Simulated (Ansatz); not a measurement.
Pt: geometry relaxation

- system: Pt (Im-3m, 1 atom in the cell)
- method: DFT, PBE, all-electron LAPW, Dirac equation with spin-orbit coupling (Ansatz 0.2.0)

It belongs to a series of runs on one base structure; here: bcc relaxed, LAPW. Figures and captions count atoms from 1; the log counts them from 0 in places.

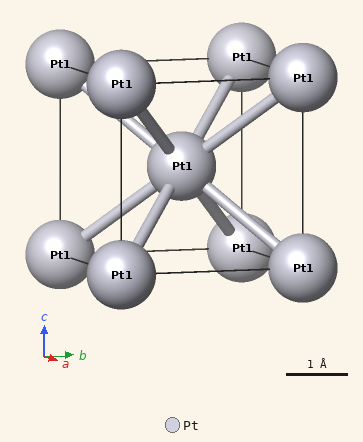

Figure 1. The input geometry (ball-and-stick view of the cell 2 times as large as that of the calculation, set on its symmetry axes, seen slightly off an axis; atoms are numbered from 1 in the order of the input). Near neighbours in the crystal (not all of them lie inside the picture): Pt has 8 Pt at 2.74 Å.

## Key numbers

```csv
quantity,value
outcome,converged
space group (tolerance 0.01 Å),Im-3m (229)
electrons in bands (core shells apart),42
free energy,−501863.7306 eV
Fermi energy,27.013 eV
net moment of the cell,0.00 μB
integrated absolute moment,0.00 μB
pressure,−0.03 GPa
final volume,15.85 Å³
largest force (length of the vector) at the end,under 0.001 eV/Å
final cell,"a = 2.741 Å, b = 2.741 Å, c = 2.741 Å, α = 109.47°, β = 109.47°, γ = 109.47°"
hardware,"2 threads of AMD EPYC (Zen 3), 64 GiB of memory available, shared host"
wall time,4.2 min (CPU time 8.2 min)
peak memory,0.97 GiB
```

## Input
```yaml
crystal:
  lattice:
    - [-1.5823661823, 1.5823661823, 1.5823661823]
    - [1.5823661823, -1.5823661823, 1.5823661823]
    - [1.5823661823, 1.5823661823, -1.5823661823]
  atoms:
    - { symbol: Pt, position: [0.0, 0.0, 0.0] }
kpoints:
  mp_grid: { grid: [18, 18, 18] }
scf:
  occupations: { method: fermi_dirac, width: 0.05 }
hamiltonian:
  xc: pbe
  pseudopotentials: { kind: all_electron, lapw: { basis_error: 0.0005 } }
output:
  forces: true
  stress: true
  eigenvalues: true
  populations: true
relax:
  f_tol: 0.005
  max_steps: 25
  cell: {}
magnetization:
  noncollinear: true
  spin_orbit: true
```

Run as:
```bash
ansatz run input.yaml --threads 2 --pin off --max-ram 5120MiB --backend cpu --events-out ev --progress --plain --runs-dir out
```

## Log
```
The last accepted step is kept in [file] (removed where the run ends without a failure and the disk answers)
Pt: projections on atomic orbitals take those of the free atom 1s2 2s2 2p6 3s2 3p6 3d10 4s2 4p6 4d10 4f14 5s2 5p6 5d9 6s1, of charge +0.00 (hamiltonian.pseudopotentials.projection_atoms)
LAPW: plane waves up to 9.178 Å⁻¹, error target 5.0e-4 eV per atom; Dirac's equation on spinors; Pt in spheres of 1.329 Å, 42 of its electrons in bands (how accurate: hamiltonian.pseudopotentials.lapw.basis_error, Limitations)
Engine: ansatz 0.2.0, x86_64-unknown-linux-gnu
Pseudopotentials: kind: all_electron
Pseudopotential: Pt, LAPW, valence charge 42, lapw/all_electron/dirac/gaussian/Pt, Dirac's equation, gaussian nucleus
Functional definition: PBE
  parameter kappa = 0.804
  parameter beta = 0.06672455060314922
  exchange = pbe_x(kappa = kappa, mu = beta*pi^2/3)
  correlation = pbe_c(beta = beta)
non-collinear run that drives no moment, with spin-orbit: no starting moment large enough to seed its density (crystal.atoms[].spin), no starting occupations that ask for one, no magnetisation constraint and no magnetic field, so the semilocal B_xc is pinned to zero
Crystal: 1 atoms, lattice volume = 15.848 Å³
Basis set: ecut = 320.90887646332254 eV, 201 PW (Γ), exchange–correlation at level 2
Bands: 52, of which v1, the nominal top of the filled ones, is band 42 counted from 1 (41 counted from 0)
Symmetry: 48 space group operations + 48 with time reversal
Magnetic group: BNS 229.141 (UNI 1643), of the structure as read, at distance tolerance 2.5e-5 Å
k-points: 195 of 5832
Non-local potential: Pt, projectors of the file, none
Initial density: superposition of atomic densities (chi_scale 0.1, normalization cell)
Initial wavefunctions: plane waves of lowest kinetic energy (no species holds an atomic orbital)
Functional: x = pbe(κ = 0.804, μ = 0.2195149727645171), c = pbe(β = 0.06672455060314922)
iter 1 solved again at ethr=3.76e-4 eV; its pass at ethr=1.00e-1 eV (dr2=1.58e-1 eV) is discarded
SCF iter   1: F=—  HF=-501864.059891 eV  |F-HF|=—  |Δ(HF+E_count)|=         —  Δρ=3.85e-2  dr2=1.58e-1  dr2_m=0.00e0 (ungated)  ethr=3.76e-4  |M|=0.00e0 ∫|m|=0.00e0 μB  β_m=0.30  ⟨swp⟩=2.9  Hψ=62792  notcnv=0
preconditioner: auto → Kerker (q_TF=auto, 3.209 Å⁻¹)  [metal: Δε(μ)=0.004 eV  Ē_g=15.435 eV  σ=0.050 eV  W_gap=0.02  n_scr=12 (ndim 8)  ℏωp=29.5 eV  f_vac=0.000  D(μ)=0.92/eV (n_scr^D=12)]
spin=Noncollinear: Kerker preconditioning applied to the charge; magnetization (m_x, m_y, m_z) channels mix plain (no charge-response kernel on spin).
SCF iter   2: F=—  HF=-501863.785763 eV  |F-HF|=—  |Δ(HF+E_count)|=   2.74e-1  Δρ=2.22e-2  dr2=5.84e-2  dr2_m=0.00e0 (ungated)  ethr=3.76e-4  |M|=0.00e0 ∫|m|=0.00e0 μB  β_m=0.39  ⟨swp⟩=2.0  Hψ=31005  notcnv=0
SCF iter   3: F=—  HF=-501863.732501 eV  |F-HF|=—  |Δ(HF+E_count)|=   5.33e-2  Δρ=1.09e-2  dr2=1.73e-2  dr2_m=0.00e0 (ungated)  ethr=1.39e-4  |M|=0.00e0 ∫|m|=0.00e0 μB  β_m=0.51  ⟨swp⟩=2.0  Hψ=30704  notcnv=0
SCF iter   4: F=—  HF=-501863.729784 eV  |F-HF|=—  |Δ(HF+E_count)|=         —  Δρ=5.79e-3  dr2=5.67e-3  dr2_m=0.00e0 (ungated)  ethr=4.13e-5  |M|=0.00e0 ∫|m|=0.00e0 μB  β_m=0.69  ⟨swp⟩=2.0  Hψ=29121  notcnv=0
the basis was enlarged: its passes take 3.1 MiB over the memory plan, 2 of 2 planned eigensolver slots
SCF iter   5: F=—  HF=-501863.730371 eV  |F-HF|=—  |Δ(HF+E_count)|=   5.87e-4  Δρ=2.18e-3  dr2=8.42e-4  dr2_m=0.00e0 (ungated)  ethr=1.35e-5  |M|=0.00e0 ∫|m|=0.00e0 μB  β_m=0.84  ⟨swp⟩=2.0  Hψ=28990  notcnv=0
iter 6 solved again at ethr=2.20e-8 eV; its pass at ethr=2.01e-6 eV (dr2=9.25e-6 eV) is discarded
SCF iter   6: F=—  HF=-501863.730556 eV  |F-HF|=—  |Δ(HF+E_count)|=   1.85e-4  Δρ=3.43e-4  dr2=9.25e-6  dr2_m=0.00e0 (ungated)  ethr=2.20e-8  |M|=0.00e0 ∫|m|=0.00e0 μB  β_m=0.92  ⟨swp⟩=2.0  Hψ=49690  notcnv=0
SCF iter   7: F=—  HF=-501863.730559 eV  |F-HF|=—  |Δ(HF+E_count)|=   2.63e-6  Δρ=7.17e-5  dr2=4.19e-7  dr2_m=0.00e0 (ungated)  ethr=2.20e-8  |M|=0.00e0 ∫|m|=0.00e0 μB  β_m=0.96  ⟨swp⟩=2.0  Hψ=29135  notcnv=0
SCF iter   8: F=-501863.730559 eV  HF=-501863.730559 eV  |F-HF|=3.84e-9  |Δ(HF+E_count)|=   8.76e-8  Δρ=8.08e-6  dr2=4.67e-9  dr2_m=0.00e0 (ungated)  ethr=9.96e-10  |M|=0.00e0 ∫|m|=0.00e0 μB  ⟨swp⟩=2.9  Hψ=29698  notcnv=0
SCF 1 converged in 8 iterations: F = -501863.730559 eV  dr2 = 4.67e-9
relax step   1: F+E_penalty+E_count = -501863.73055892 eV  Δ(F+E_penalty+E_count) = +0.000e0 eV  max|allowed force component| = 0.000e0 eV/Å  Δτ_max = 0.0000 Å  P = -0.033 GPa  Ω = 15.848 Å³  (8 SCF iters, accepted)
Initial density: handed on by an earlier stage of this run
Initial wavefunctions: those handed on with the density
iter 1 solved again at ethr=1.07e-11 eV; its pass at ethr=1.00e-1 eV (dr2=4.50e-9 eV) is discarded
SCF iter   1: F=—  HF=-501863.730559 eV  |F-HF|=—  |Δ(HF+E_count)|=         —  Δρ=6.71e-6  dr2=3.77e-9  dr2_m=0.00e0 (ungated)  ethr=1.21e-11 (applied; sched 1.07e-11)  |M|=0.00e0 ∫|m|=0.00e0 μB  β_m=0.30  ⟨swp⟩=7.1  Hψ=66434  notcnv=0  reapply=110
preconditioner: auto → Kerker (q_TF=auto, 3.209 Å⁻¹)  [metal: Δε(μ)=0.028 eV  Ē_g=15.729 eV  σ=0.050 eV  W_gap=0.14  n_scr=12 (ndim 8)  ℏωp=29.5 eV  f_vac=0.000  D(μ)=0.95/eV (n_scr^D=12)]
spin=Noncollinear: Kerker preconditioning applied to the charge; magnetization (m_x, m_y, m_z) channels mix plain (no charge-response kernel on spin).
SCF iter   2: F=-501863.730559 eV  HF=-501863.730559 eV  |F-HF|=7.57e-10  |Δ(HF+E_count)|=   2.68e-9  Δρ=5.21e-6  dr2=2.06e-9  dr2_m=0.00e0 (ungated)  ethr=9.58e-12 (applied; sched 8.97e-12)  |M|=0.00e0 ∫|m|=0.00e0 μB  ⟨swp⟩=2.0  Hψ=29135  notcnv=0
SCF 2 converged in 2 iterations: F = -501863.730559 eV  dr2 = 2.06e-9
relax step   2: F+E_penalty+E_count = -501863.73055892 eV  Δ(F+E_penalty+E_count) = -2.852e-9 eV  max|allowed force component| = 0.000e0 eV/Å  Δτ_max = 0.0000 Å  P = -0.033 GPa  Ω = 15.848 Å³  stress off target by 3.33e-2 GPa  SCF on the basis re-selected at this cell (its energy is not comparable with the rows above)  (2 SCF iters)
```

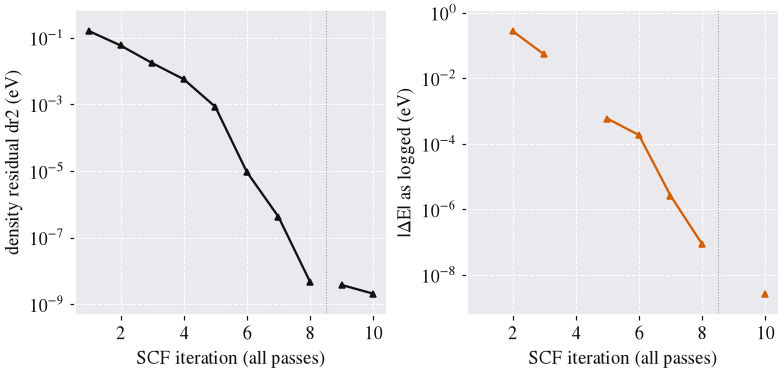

Figure 2. Convergence of the self-consistent field: density residual dr2 and size of the energy change against the SCF iteration. The dotted lines part the SCF passes of the relaxation: geometry steps, rejected trials and re-solves on a re-selected basis. The passes take 8 and 2 iterations.

```
basis re-selected at this cell: Δ(F+E_penalty+E_count) = -2.852e-9 eV, ΔP = +0.000 GPa vs the last step (what re-selecting the basis moved, after the strain that the cell walked since its last selection, with what the two solves' SCF thresholds leave and, on support functions, any second-order correction that the steps lacked; it is no measure of the basis error at this ecutwfc). This SCF's stress stands 3.33e-2 GPa from its target on what of the cell is left free (relax.cell.stress_tol is 5.00e-2 GPa) and its largest allowed force component is 0.00e0 eV/Å (relax.f_tol is 5.00e-3 eV/Å): within both
SCF converged after 2 iterations
Magnetization: |M| = 0.0000 μB,  M = (+0.0000, +0.0000, +0.0000) μB
Absolute magnetization: 0.0000 μB (∫|m|)
  site 0: m = (+0.0000, +0.0000, +0.0000) μB, |m| = 0.0000 μB  (R = 1.33 Å)
Free energy (F): -501863.730559 eV
Harris-Foulkes:  -501863.730559 eV  (|F-HF|=7.57e-10)
Internal energy: -501863.722652 eV  (E = F + TS)
E sigma→0 (E₀):  -501863.726605 eV
Entropy (-TS):   -0.007907 eV (-7.907 meV/atom)
Fermi energy:    27.013110 eV
--- Per-component energies (eV) ---
  E_band       = -3368.041068
  E_kinetic    = 573840.934874
  E_xc         = -9722.617316
  E_electrostatic = -1065982.040210  (all electrons and nuclei)
  E_smearing   = -0.007907  (= −TS)
  E_closure    = 0.000000  (closes the sum)
  E_atoms      = -501857.418337  (free atoms, spherical and without spin; not in F)
  Σ components = -501863.730559   (vs F -501863.730559, Δ=0.00e0)
  Basis errors (estimates in eV, not in F): energy 1.4e-4 per atom: plane waves 1.3e-4 (6.9e-5 summed), levels above the bands 1.8e-165, relativity 4.9e-8, radial functions 1.2e-5, core shells 5.1e-7; eigenvalues (radial functions only) 6.2e-7; not estimated: angular momenta, meshes, grids; target (lapw.basis_error) 5.0e-4; muffin-tin radii Pt 1.329 Å
--- Forces (eV/Å), atoms counted from 1 ---
  atom   1  Pt    -0.00000000    -0.00000000     0.00000000
  max |Σ_I F_I| component: 7.54e-26 eV/Å
--- Stress (GPa, compression-positive) ---
       -0.033345      -0.000000      -0.000000
       -0.000000      -0.033345       0.000000
       -0.000000       0.000000      -0.033345
  P = ⅓ Tr σ = -0.0333 GPa (-0.333 kbar)
--- Band table (eV; the first three rows and the last of 195) ---
  k-point 0: bands = ["-285.6402", "-285.6402", "-285.6402", "-285.6402", "-268.8326", "-268.8326", "-268.7970", "-268.7970", "-268.7970", "-268.7970", "-70.9732", "-70.9732", "-41.3044", "-41.3044", "-41.2660", "-41.2660", "-41.2660", "-41.2660", "-37.8559", "-37.8559", "-37.8221", "-37.8221", "-37.8221", "-37.8221", "-37.7993", "-37.7993", "-36.2013", "-36.2013", "-21.1038", "-21.1038", "-21.1038", "-21.1038", "17.4494", "17.4494", "23.0166", "23.0166", "23.0166", "23.0166", "23.9801", "23.9801", "26.0922", "26.0922", "26.0922", "26.0922", "43.9646", "43.9646", "43.9733", "43.9733", "43.9733", "43.9733", "51.3279", "51.3279"]
  k-point 1: bands = ["-285.6402", "-285.6402", "-285.6402", "-285.6402", "-268.8326", "-268.8326", "-268.7970", "-268.7970", "-268.7970", "-268.7970", "-70.9723", "-70.9723", "-41.3044", "-41.3044", "-41.2661", "-41.2661", "-41.2660", "-41.2660", "-37.8559", "-37.8559", "-37.8221", "-37.8221", "-37.8221", "-37.8221", "-37.7993", "-37.7993", "-36.2041", "-36.2041", "-21.1159", "-21.1159", "-21.1062", "-21.1062", "17.5748", "17.5748", "23.0008", "23.0008", "23.0568", "23.0568", "24.0029", "24.0029", "26.0268", "26.0268", "26.0997", "26.0997", "44.0275", "44.0275", "44.0733", "44.0733", "44.1542", "44.1542", "50.4563", "50.4563"]
  k-point 2: bands = ["-285.6402", "-285.6402", "-285.6402", "-285.6402", "-268.8326", "-268.8326", "-268.7970", "-268.7970", "-268.7970", "-268.7970", "-70.9698", "-70.9698", "-41.3045", "-41.3045", "-41.2661", "-41.2661", "-41.2660", "-41.2660", "-37.8560", "-37.8560", "-37.8221", "-37.8221", "-37.8219", "-37.8219", "-37.7995", "-37.7995", "-36.2121", "-36.2121", "-21.1509", "-21.1509", "-21.1134", "-21.1134", "17.9403", "17.9403", "22.9422", "22.9422", "23.1300", "23.1300", "24.1286", "24.1286", "25.8663", "25.8663", "26.1252", "26.1252", "44.0914", "44.0914", "44.2261", "44.2261", "44.6903", "44.6903", "49.0550", "49.0550"]
  k-point 194: bands = ["-285.6402", "-285.6402", "-285.6402", "-285.6402", "-268.8326", "-268.8326", "-268.7970", "-268.7970", "-268.7970", "-268.7970", "-70.9203", "-70.9203", "-41.3055", "-41.3055", "-41.2662", "-41.2662", "-41.2662", "-41.2662", "-37.8585", "-37.8585", "-37.8209", "-37.8209", "-37.8209", "-37.8209", "-37.8021", "-37.8021", "-36.3570", "-36.3570", "-21.4936", "-21.4936", "-21.4936", "-21.4936", "20.7994", "20.7994", "20.7994", "20.7994", "27.1396", "27.1396", "27.1396", "27.1396", "28.1695", "28.1695", "32.7409", "32.7409", "35.3409", "35.3409", "35.3409", "35.3409", "39.6936", "39.6936", "45.8722", "45.8722"]
--- Relaxed structure (1 steps of the walk, 1 accepted, 1 SCFs on fresh bases) ---
  F+E_penalty+E_count = -501863.73055892 eV   max|allowed force component| = 0.000e0 eV/Å   (the final SCF, on the basis selected at the relaxed cell)
  cell:  # Å, volume = 15.8482 Å³
    - [-1.5823661823, 1.5823661823, 1.5823661823]
    - [1.5823661823, -1.5823661823, 1.5823661823]
    - [1.5823661823, 1.5823661823, -1.5823661823]
  atoms:
    - { symbol: Pt, position: [0.0, 0.0, 0.0] }
--- Löwdin populations: 1 site ---
  site symbol       q [e]
     0     Pt     77.7545
  spilling = 0.003148 (of n_electrons = 78.000000)
```

## Trajectory as extended XYZ (Å, eV, eV/Å), 2 frames, from step=1 to step=2
```
1
Lattice="-1.5824 1.5824 1.5824 1.5824 -1.5824 1.5824 1.5824 1.5824 -1.5824" Properties=species:S:1:pos:R:3:forces:R:3 step=1 energy=-501863.73056 pressure_GPa=-0.03
Pt    0.0000    0.0000    0.0000    0.0000   0.0000   0.0000
1
Lattice="-1.5824 1.5824 1.5824 1.5824 -1.5824 1.5824 1.5824 1.5824 -1.5824" Properties=species:S:1:pos:R:3:forces:R:3 step=2 energy=-501863.73056 pressure_GPa=-0.03
Pt    0.0000    0.0000    0.0000    0.0000   0.0000   0.0000
```
